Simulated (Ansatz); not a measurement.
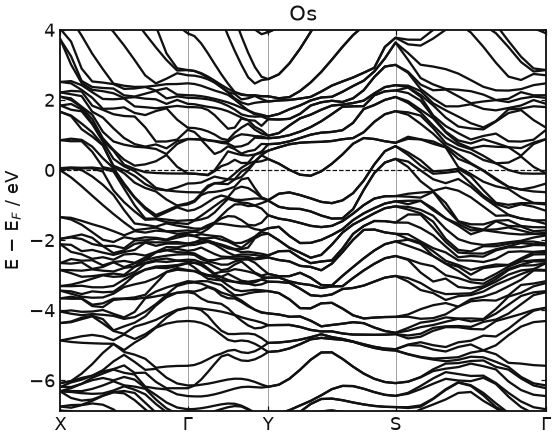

Band structure. Energies are counted from the Fermi level.

System: a (100) slab cut from Os (P6_3/mmc), 10 atoms in the cell.

```yaml
crystal:
  lattice:
    - [2.75283, 0.00000, 0.00000]
    - [0.00000, 4.35097, 0.00000]
    - [0.00000, 0.00000, 25.33076]
  atoms:
    - { symbol: Os, position: [0.00000, 0.25000, 0.30109] }
    - { symbol: Os, position: [0.50000, 0.75000, 0.32721] }
    - { symbol: Os, position: [0.50000, 0.25000, 0.39028] }
    - { symbol: Os, position: [0.00000, 0.75000, 0.42075] }
    - { symbol: Os, position: [0.00000, 0.25000, 0.48458] }
    - { symbol: Os, position: [0.50000, 0.75000, 0.51542] }
    - { symbol: Os, position: [0.50000, 0.25000, 0.57925] }
    - { symbol: Os, position: [0.00000, 0.75000, 0.60972] }
    - { symbol: Os, position: [0.00000, 0.25000, 0.67279] }
    - { symbol: Os, position: [0.50000, 0.75000, 0.69891] }
```

Method: DFT PBE, scalar-relativistic, plane waves, PAW, no spin polarisation, 13×8×1 k mesh, 420 eV cutoff (Ansatz).

Q: Metal, semiconductor or insulator?

A: A metal: bands cross the Fermi level along this path.

Q: On which lines of the path do bands cross the Fermi level?

A: Bands cross the Fermi level on every line of the path.

Q: Which levels at Γ lie nearest to the Fermi level?

A: At Γ the nearest levels lie 0.10 eV below and 0.88 eV above the Fermi level.

Spin-orbit coupling is left out, which matters for Os.
